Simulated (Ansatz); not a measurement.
System: Au, space group Fm-3m (No. 225).

Structure:
```
CELL_PARAMETERS angstrom
0.00000 2.08564 2.08564
2.08564 0.00000 2.08564
2.08564 2.08564 0.00000
ATOMIC_POSITIONS crystal
Au 0.00000 0.00000 0.00000
```

One of the inputs:
```
crystal:
  lattice:
    - [0.0, 2.0856442657, 2.0856442657]
    - [2.0856442657, 0.0, 2.0856442657]
    - [2.0856442657, 2.0856442657, 0.0]
  atoms:
    - { symbol: Au, position: [0.0, 0.0, 0.0] }
kpoints:
  mp_grid: { grid: [15, 15, 15] }
  band_path:
    path:
      - [0.0, 0.0, 0.0]
      - [0.5, 0.0, 0.5]
      - [0.625, 0.25, 0.625]
      - [0.375, 0.375, 0.75]
      - [0.0, 0.0, 0.0]
      - [0.5, 0.5, 0.5]
      - [0.5, 0.25, 0.75]
      - [0.5, 0.0, 0.5]
    npoints: 14
scf:
  occupations: { method: fermi_dirac, width: 0.03 }
hamiltonian:
  xc: lda
  pseudopotentials: { kind: all_electron, lapw: { basis_error: 0.00025 } }
output:
  forces: true
  stress: true
  eigenvalues: true
  populations: true
  dos: { projected: true, de: 0.2, e_range: [-14, 8] }
```

Run as:
```bash
ansatz run input.yaml --threads 1 --pin off --max-ram 2048MiB --backend cpu --events-out ev --progress --plain --runs-dir out
```

Method: periodic Kohn-Sham DFT of a crystal at fixed atoms, scaled to the stated factor times the given cell; pressure positive in compression, energy less spherical unpolarised free atoms (Ansatz 0.2.0). Level: LDA, no spin-orbit coupling.

```csv
setting,value
method,all-electron LAPW
relativity,scalar
k mesh,15×15×15
occupations,Fermi–Dirac
smearing width,0.03 eV
basis error target,0.25 (meV/atom)
nucleus,Gaussian
```

V(given) is 18.14 Å³/atom.

Describe the result: the energy less free atoms and pressure against V/V(given). The V/V(given) takes the values 0.941, 0.980, 1.000, 1.020, 1.060.

The energy less free atoms rises from −4.4675 eV/atom at V/V(given) 0.941 to −4.2900 eV/atom at 1.060. The pressure falls from −5.3 GPa at V/V(given) 0.941 to −18.9 GPa at 1.060.

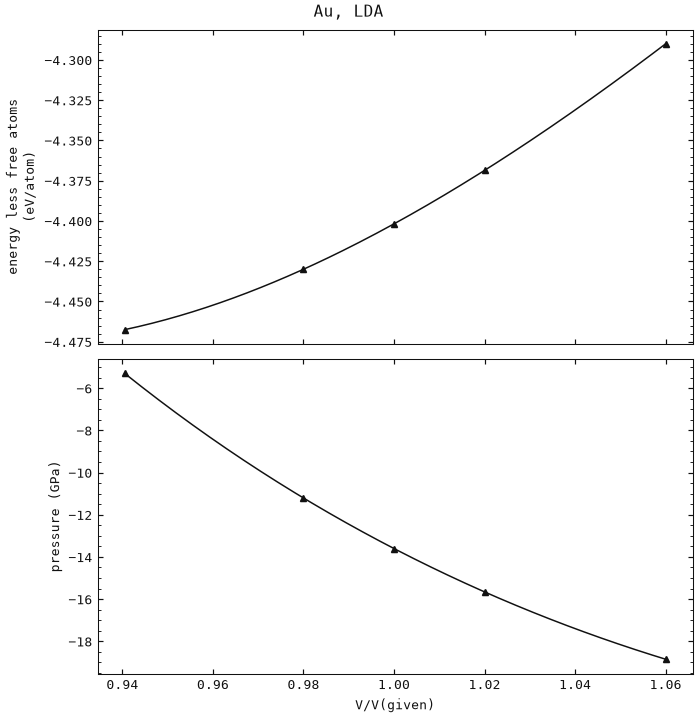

Note: no spin-orbit coupling on heavy atoms; the volumes run don't bracket the minimum of the energy, so any equilibrium value is extrapolated.
